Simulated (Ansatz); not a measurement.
Ge: several calculations on one system

## 1. Relaxation

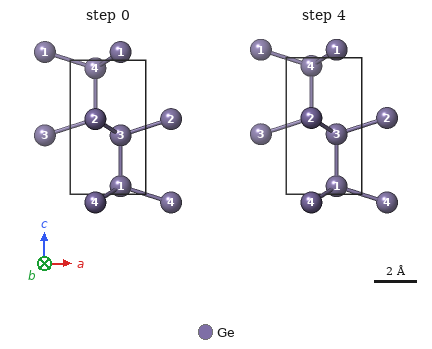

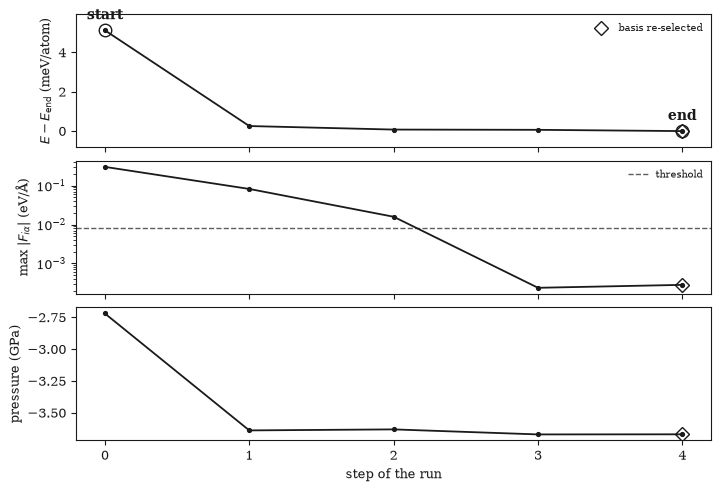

First and last geometry of a relaxation of solid Ge (set up in P6_3/mmc), with the history of the run. The picture is a ball-and-stick view of the cell of the calculation, seen along the b axis.

Case: biaxial strain in the a-b plane of +4.5 %; c and atoms relaxed.

Computed with Ansatz, DFT PBE, scalar-relativistic, plane waves, PAW. Set-up: plane-wave cutoff 420 eV; k-point mesh 12 × 12 × 8; occupations gaussian; smearing width 0.1 eV; no spin polarisation; cell relaxed at fixed a, b, gamma; force threshold 0.008 eV/Å; at most 40 steps.

Read the history and describe the run.

It converged. The largest moves relative to the cell, 0.007 Å, are those of Ge1, Ge2, Ge3 and Ge4. Ge4 goes along +c. Cell: a = b unchanged at 4.241 Å, c 6.512 → 6.623 Å (+1.7 %). Volume +1.7 %. Some distances before and after: Ge1–Ge3 2.467 → 2.524 Å. The space group stays P6_3/mmc (No. 194). Over 3 accepted moves (4 points after the start) the energy falls by 5.1 meV per atom. The largest force component goes from 0.3 to 0.00028 eV/Å. The pressure goes from −2.72 to −3.67 GPa. At 1 point the geometry stayed and the basis and grid were re-selected for the new cell (energy shift of 0.1 meV per atom at most each time).

| step | E − E(0), meV/atom | largest force component, eV/Å | pressure, GPa | volume, Å³/atom | note |
| --- | --- | --- | --- | --- | --- |
| 0 | 0.00 | 0.3019 | -2.72 | 25.355 |  |
| 1 | -4.87 | 0.0819 | -3.64 | 25.782 |  |
| 2 | -5.05 | 0.0158 | -3.63 | 25.766 |  |
| 3 | -5.06 | 0.0002 | -3.67 | 25.789 |  |
| 4 | -5.13 | 0.0003 | -3.67 | 25.789 | same geometry, new basis |

## 2. Relaxation

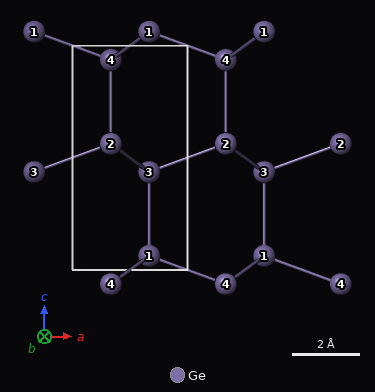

This is the input geometry for a relaxation of solid Ge (set up in P6_3/mmc). A ball-and-stick model of the cell of the calculation, repeated 2 × 1 × 1 with one cell outlined, seen along the b axis.

Case: biaxial strain in the a-b plane of -1.5 %; c and atoms relaxed.

These are results of DFT PBE, scalar-relativistic, plane waves, PAW (Ansatz 0.2.0), not measurements.

Input file:
```yaml
crystal:
  lattice:
    - [3.9972843576, 0.0, 0.0]
    - [-1.9986421788, 3.4617497998, 0.0]
    - [0.0, 0.0, 6.7527609448]
  atoms:
    - { symbol: Ge, position: [0.6666666667, 0.3333333333, 0.0627911807] }
    - { symbol: Ge, position: [0.3333333333, 0.6666666667, 0.5627911807] }
    - { symbol: Ge, position: [0.6666666667, 0.3333333333, 0.4372088193] }
    - { symbol: Ge, position: [0.3333333333, 0.6666666667, 0.9372088193] }
basis:
  ecutwfc: 420
kpoints:
  mp_grid: { grid: [12, 12, 8] }
hamiltonian:
  xc: pbe
scf:
  occupations: { method: gaussian, width: 0.1 }
output:
  forces: true
  stress: true
  eigenvalues: true
relax:
  adjacent_minimum: "off"
  f_tol: 0.008
  max_steps: 40
  cell: { stress_tol: 0.015, fix: [a, b, gamma] }
```

Command:
```bash
ansatz run input.yaml --threads 1 --pin off --max-ram 2560MiB --backend cpu --events-out ev --progress --plain --runs-dir out
```

**What does the optimiser find from here?**

The largest moves relative to the cell, 0.008 Å, are those of Ge1, Ge2, Ge3 and Ge4. Ge3 goes along −c. The volume changes by −0.5 %, with a = b unchanged at 3.997 Å, c 6.753 → 6.721 Å (−0.5 %). Near-neighbour distances that change, for instance: Ge1–Ge3 2.528 → 2.500 Å, Ge1–Ge4 2.459 → 2.463 Å. The space group stays P6_3/mmc (No. 194). After 3 accepted moves (4 points after the start) the energy has fallen by 1.3 meV per atom. Largest force component: 0.2 eV/Å at the start, under 0.0001 eV/Å at the end. The pressure goes from 1.38 to 1.62 GPa. At 1 point the geometry stayed and the basis and grid were re-selected for the new cell (energy shift of less than 0.05 meV per atom at most each time).

History of the run:

| step | E − E(0), meV/atom | largest force component, eV/Å | pressure, GPa | volume, Å³/atom | note |
| --- | --- | --- | --- | --- | --- |
| 0 | 0.00 | 0.2028 | 1.38 | 23.360 |  |
| 1 | -1.27 | 0.0028 | 1.57 | 23.271 |  |
| 2 | -1.28 | 0.0011 | 1.64 | 23.246 |  |
| 3 | -1.28 | 0.0000 | 1.62 | 23.251 |  |
| 4 | -1.26 | 0.0000 | 1.62 | 23.251 | same geometry, new basis |

## 3. A change

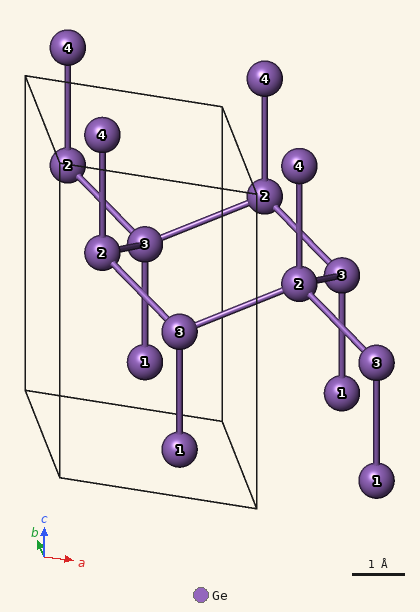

Reference structure: solid Ge (set up in P6_3/mmc). The picture is a ball-and-stick view of the cell of the calculation, repeated 2 × 2 × 1 with one cell outlined, seen from a free direction.

These are results of DFT PBE, scalar-relativistic, plane waves, PAW (Ansatz), not measurements. Set-up: plane-wave cutoff 420 eV; k-point mesh 12 × 12 × 8; occupations gaussian; smearing width 0.1 eV; no spin polarisation.

Change: Biaxial strain in the a–b plane, −3.0 %, is applied. The c axis and the atoms are relaxed.

The input:
```yaml
crystal:
  lattice:
    - [3.9364120069, 0.0, 0.0]
    - [-1.9682060035, 3.4090327978, 0.0]
    - [0.0, 0.0, 6.8129936985]
  atoms:
    - { symbol: Ge, position: [0.6666666667, 0.3333333333, 0.0640174293] }
    - { symbol: Ge, position: [0.3333333333, 0.6666666667, 0.5640174293] }
    - { symbol: Ge, position: [0.6666666667, 0.3333333333, 0.4359825707] }
    - { symbol: Ge, position: [0.3333333333, 0.6666666667, 0.9359825707] }
basis:
  ecutwfc: 420
kpoints:
  mp_grid: { grid: [12, 12, 8] }
hamiltonian:
  xc: pbe
scf:
  occupations: { method: gaussian, width: 0.1 }
output:
  forces: true
  stress: true
  eigenvalues: true
relax:
  adjacent_minimum: "off"
  f_tol: 0.008
  max_steps: 40
  cell: { stress_tol: 0.015, fix: [a, b, gamma] }
```

Run as
```bash
ansatz run input.yaml --threads 1 --pin off --max-ram 2560MiB --backend cpu --events-out ev --progress --plain --runs-dir out
```

What does the calculation give for the changed structure?

The energy rises by 22.0 meV per atom. Pressure: 0.0 GPa before, 3.5 GPa after. The principal stresses (compression positive) are 0.0 GPa along c and 5.2 GPa across it. Cell: a = b 4.058 → 3.936 Å (−3.0 %), c 6.693 → 6.754 Å (+0.9 %). Volume −5.0 %. The largest moves relative to the cell, 0.018 Å, are those of Ge1, Ge2, Ge3 and Ge4. Ge2 goes along +c. Among the bonded contacts that change: Ge–Ge 2.489 → 2.439 Å, Ge–Ge 2.506 → 2.493 Å. The space group stays P6_3/mmc (No. 194).

The changed structure in the same view:

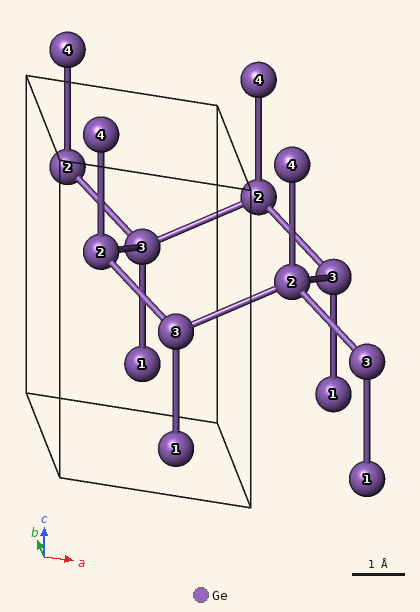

## 4. Series

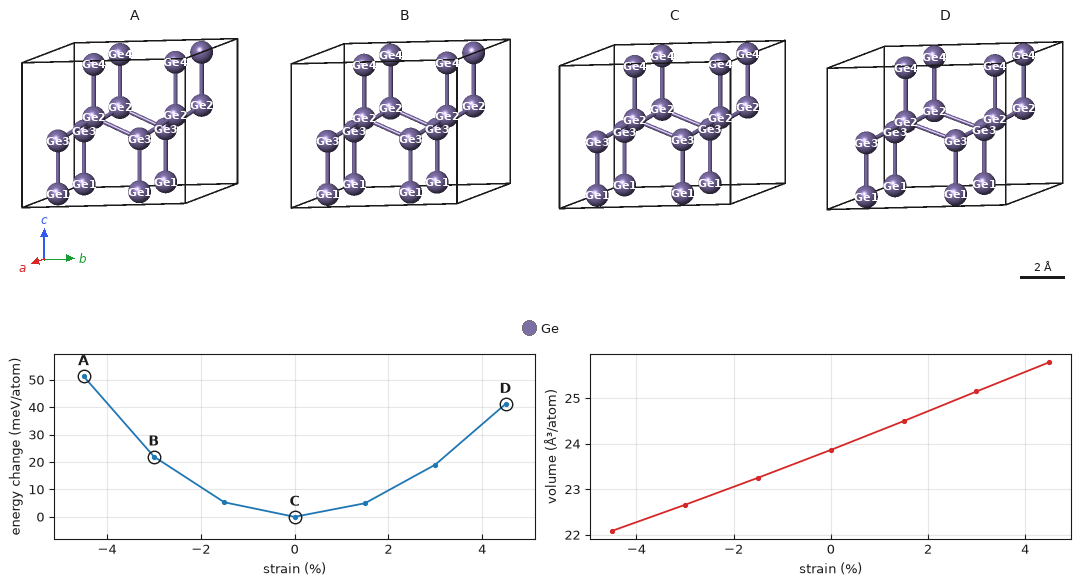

Members of a series of calculations on solid Ge (set up in P6_3/mmc), marked on the first curve. A ball-and-stick model of the cell of the calculation, repeated to show the pattern, seen slightly off an axis.

Level of theory: DFT PBE, scalar-relativistic, plane waves, PAW in Ansatz 0.2.0. Settings: plane-wave cutoff 420 eV; k-point mesh 12 × 12 × 8; occupations gaussian; smearing width 0.1 eV; no spin polarisation.

Question: Which kind of strain is it, and how does the structure respond?

Answer: Biaxial strain in the a–b plane, c and atoms relaxed. A (strain −4.5 %): energy change 51.3 meV/atom, volume 22.09 Å³ per atom. B (strain −3.0 %): energy change 22.0 meV/atom, volume 22.66 Å³ per atom. C (strain 0.0 %): energy change 0.0 meV/atom, volume 23.86 Å³ per atom. D (strain 4.5 %): energy change 41.2 meV/atom, volume 25.79 Å³ per atom. The rest compares A with D. The volume changes by +16.8 %, with a = b 7.751 → 8.482 Å (+9.4 %), c 6.792 → 6.623 Å (−2.5 %). Near-neighbour distances before and after: Ge–Ge 2.416 → 2.572 Å, Ge–Ge 2.485 → 2.524 Å.
